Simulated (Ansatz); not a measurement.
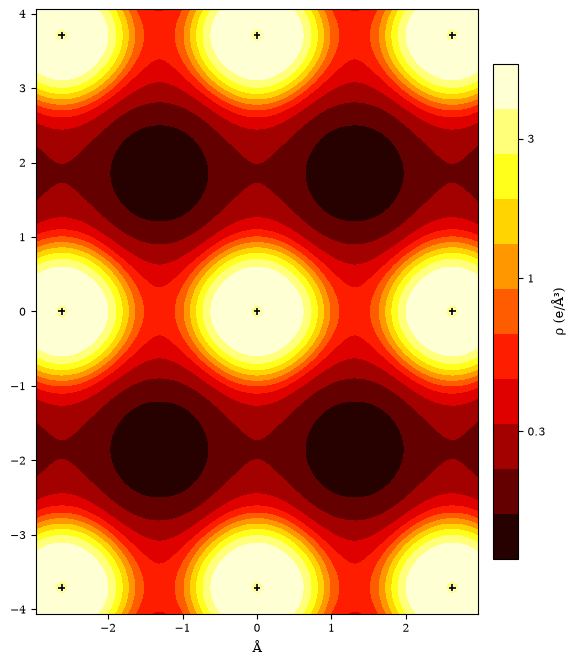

The valence charge density (pseudo) on a plane through atoms (crosses mark nuclei in the plane).

All numbers below come from DFT, r2SCAN, plane waves (500 eV) with PAW, scalar-relativistic (Ansatz 0.2.0).

Candidates:
A. Pt, a = 3.10 Å, b = 3.10 Å, c = 3.10 Å, α = 90.00°, β = 90.00°, γ = 90.00°. Space group Im-3m; set up as Pt, bcc; a generated structure, not necessarily the stable one; changed on purpose from its base cell (volume × 0.96); computed pressure about 12 GPa in this cell.
B. Rb, a = 9.99 Å, b = 9.99 Å, c = 9.99 Å, α = 90.00°, β = 90.00°, γ = 90.00°. Space group Fd-3m; set up as Rb, diamond; a generated structure, not necessarily the stable one; changed on purpose from its base cell (volume × 0.88).
C. W, a = 2.62 Å, b = 2.62 Å, c = 2.62 Å, α = 90.00°, β = 90.00°, γ = 90.00°. Space group Pm-3m; set up as W, simple cubic; a generated structure, not necessarily the stable one; changed on purpose from its base cell (volume × 1.0).

Which system is this?

Answer. Candidate C: W on the (011) plane of the conventional cell, which holds W. W–W (2.62 Å): the density is about 0.53 e/Å³ at the midpoint.
